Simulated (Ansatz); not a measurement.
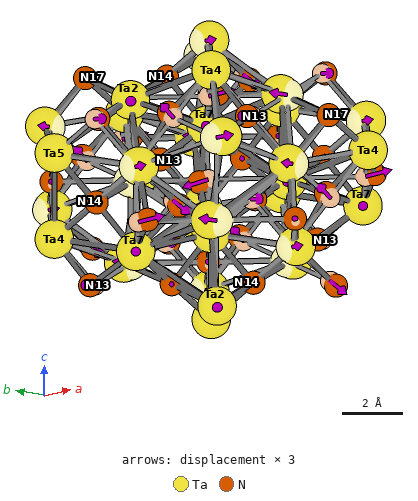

This is a relaxation of a defect cell of composition Ta8N9. The starting structure is drawn faded, the final one solid; purple arrows show the displacements, 3 times their true length.

The picture is a ball-and-stick view of the atoms within 5.8 Å of the atom that moves most (axes of the conventional cell (3 times the calculation's cell)), seen from a free direction. Lengths and directions refer to the drawn axes.

Case: Ta vacancy (site d), charge +0, atoms relaxed at the host's cell.

All numbers below come from Ansatz 0.2.0, DFT PBE, scalar-relativistic, plane waves, PAW.

Input
```yaml
crystal:
  lattice:
    - [-5.2635610262, 0.0, 2.9218011651]
    - [2.6317805131, -4.5583775631, 2.9218011651]
    - [2.6317805131, 4.5583775631, 2.9218011651]
  atoms:
    - { symbol: Ta, position: [0.3333333333, 0.3333333333, 0.3333333333] }
    - { symbol: Ta, position: [0.6666666667, 0.6666666667, 0.6666666667] }
    - { symbol: Ta, position: [0.0, 1.0, 0.0] }
    - { symbol: Ta, position: [0.5, 0.1666666667, 0.8333333333] }
    - { symbol: Ta, position: [0.8333333333, 0.5, 0.1666666667] }
    - { symbol: Ta, position: [0.8333333333, 0.1666666667, 0.5] }
    - { symbol: Ta, position: [0.1666666667, 0.5, 0.8333333333] }
    - { symbol: Ta, position: [0.5, 0.8333333333, 0.1666666667] }
    - { symbol: "N", position: [0.0, 0.5, 0.5] }
    - { symbol: "N", position: [0.3333333333, 0.8333333333, 0.8333333333] }
    - { symbol: "N", position: [0.6666666667, 0.1666666667, 0.1666666667] }
    - { symbol: "N", position: [0.8333333333, 0.8333333333, 0.3333333333] }
    - { symbol: "N", position: [0.1666666667, 0.1666666667, 0.6666666667] }
    - { symbol: "N", position: [0.5, 0.5, 0.0] }
    - { symbol: "N", position: [0.1666666667, 0.6666666667, 0.1666666667] }
    - { symbol: "N", position: [0.5, 1.0, 0.5] }
    - { symbol: "N", position: [0.8333333333, 0.3333333333, 0.8333333333] }
basis:
  ecutwfc: 420
  xc_grid: 2
kpoints:
  mp_grid: { grid: [5, 5, 5], shift: [0.0, 0.0, 0.0] }
hamiltonian:
  xc: pbe
scf:
  occupations: { method: gaussian, width: 0.1 }
output:
  forces: true
  stress: false
  eigenvalues: true
  write_density: true
  write_potential: true
  elf: true
  volumetric_format: npy
relax:
  adjacent_minimum: "off"
  f_tol: 0.025
  max_steps: 45
```

Command:
```bash
ansatz run input.yaml --threads 4 --pin off --max-ram 10240MiB --backend cpu --events-out ev --progress --plain --runs-dir out
```

### What happened in the run?

The largest moves, 0.32 Å, are those of N9, N10, N12, N13, N15 and N16. N9 goes along [−3 2 −1]. Largest moves by element: N 0.32 Å, Ta 0.24 Å. The lattice vectors keep their values. Some distances before and after: Ta1–N13 2.632 → 2.127 Å, Ta1–N15 2.632 → 2.947 Å, Ta1–Ta6 3.372 → 3.096 Å, Ta1–Ta6 (another image) 3.372 → 3.623 Å. Bond angles that change, for instance: Ta4–N16–Ta8 180.0° → 161.8°, Ta2–N16–Ta4 90.0° → 103.2°, Ta4–N16–Ta6 92.3° → 97.3°. Over 6 accepted moves (7 points after the start) the energy falls by 1.853 eV per cell of the calculation. The largest force component goes from 3.7 to 0.017 eV/Å. 1 step only repeated the SCF at the same geometry.

Limits of the set-up: the cell has an odd number of electrons but was run without spin polarisation; the periodic images lie only 6.0 Å apart, so the values are limited by the cell's size.
